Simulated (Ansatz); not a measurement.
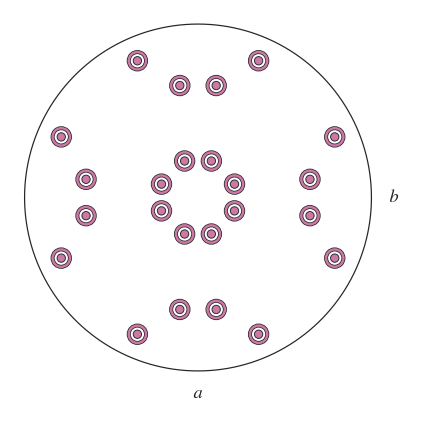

Stereographic projection: filled dots lie in the upper hemisphere, open rings in the lower. The c axis points at the viewer. The poles are all faces of one general form. Computed from the symmetry operations of a computed or model structure of composition SnO2, which need not be its known form.

Which point group is this?

m-3m (Oh), order 48, cubic system: three fourfold axes, four threefold axes, six twofold axes, nine mirror planes, an inversion centre.

Can such a crystal be piezoelectric, pyroelectric or chiral?

It is centrosymmetric, so neither piezoelectric nor pyroelectric; it is not chiral.
